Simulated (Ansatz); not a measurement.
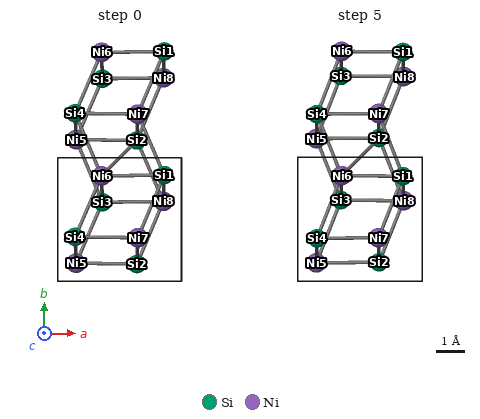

The structure of a crystal of SiNi (set up in P2_13) (coarse preliminary run) before (left) and after (right) a relaxation, at one scale.

Style: ball-and-stick. Shown: the cell of the calculation, repeated 1 × 2 × 1 with one cell outlined, along the c axis.

Computed with DFT PBE, scalar-relativistic, plane waves, PAW in Ansatz. Settings: plane-wave cutoff 420 eV; k-point mesh 4 × 4 × 4; occupations gaussian; smearing width 0.1 eV; no spin polarisation; cell and atoms relaxed; force threshold 0.05 eV/Å; at most 80 steps.

Question: Describe what moved and what it gained.

Answer: The largest moves relative to the cell, 0.11 Å, are those of Si1, Si2, Si3 and Si4. Si2 goes along [1 1 −1]. By element the largest moves are Si 0.11 Å, Ni 0.02 Å. The volume changes by +1.6 %, with a = b = c 4.497 → 4.520 Å (+0.5 %). Some distances before and after: Si1–Ni5 2.235 → 2.369 Å, Si1–Ni6 2.474 → 2.410 Å, Si1–Ni6 (another image) 2.415 → 2.450 Å. The space group stays P2_13 (No. 198). After 4 accepted moves (5 points after the start) the energy has fallen by 33.4 meV per atom. The largest force component goes from 0.69 to 0.00088 eV/Å. Pressure: 3.98 GPa at the start and −0.02 GPa at the end. The SCF was repeated once at an unchanged geometry on a basis and grid sized afresh for the cell, which shifted the energy by less than 0.05 meV per atom at most.
